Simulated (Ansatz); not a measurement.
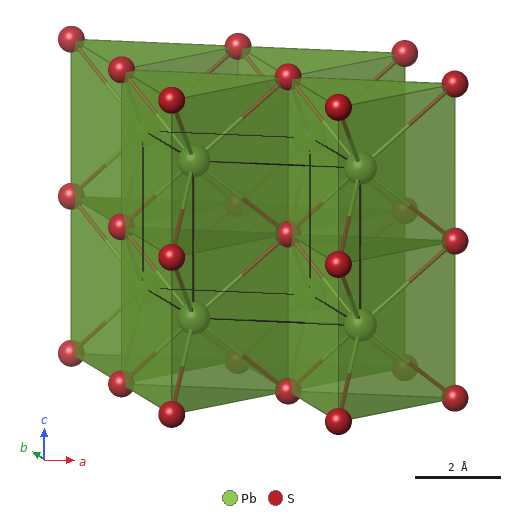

Drawn in the polyhedral manner and seen slightly off an axis. The frame is the conventional unit cell; atoms at its boundary are shown with their periodic copies. Some neighbours outside the box are added. Cell: a = 4.05 Å, b = 4.05 Å, c = 3.78 Å, α = 90.00°, β = 90.00°, γ = 120.00°.

The structure was taken from a structure type filled with these elements by a generator (whether the compound takes this form wasn't checked). Earlier steps of the study, as a rule a relaxation of our own, may have changed the cell and positions, so they can lie some per cent off the listed ones. A calculation with Ansatz used it as input.

What can be read from this drawing?

Answer. It has the composition PbS. The lattice is primitive hexagonal and the space group P-6m2 (No. 187). Among the common structure types it is tungsten carbide (WC) type. Counting shared atoms by their share gives 1 Pb, 1 S, or 2 atoms. The polyhedra are PbS6 trigonal prisms; they share corners, edges and faces. Each Pb atom is coordinated by six S in a trigonal prismatic arrangement at about 3.0 Å. The S atoms are each bonded to six Pb in a trigonal prismatic arrangement at about 3.0 Å.

Results below were computed with DFT r2SCAN, scalar-relativistic, plane waves, PAW (Ansatz 0.2.0); the settings were cutoff 500 eV, a 10×10×10 sampling of the Brillouin zone, Gaussian smearing of 0.05 eV, no spin polarisation.

How large a gap does the method give, if there is one?

Answer. A metal: bands cross the Fermi level.

List the Bader charges.

Answer. Pb +1.03 e; S -1.03 e.

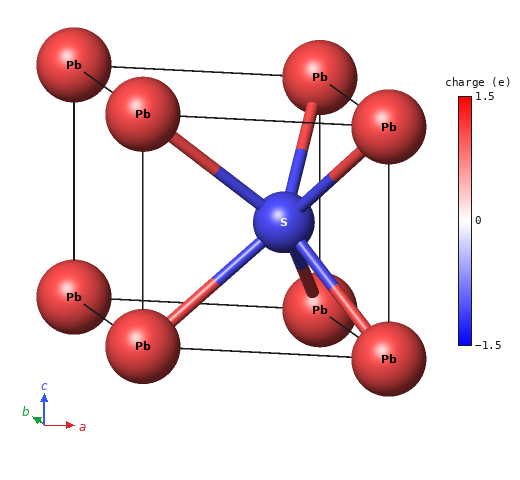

The atoms coloured by those charges. The run's cell of 2 atoms is drawn.

Is the structure relaxed at this level of theory?

Answer. Yes. All forces vanish to within 0.01 eV/Å. The pressure is -0.1 GPa, close to zero.
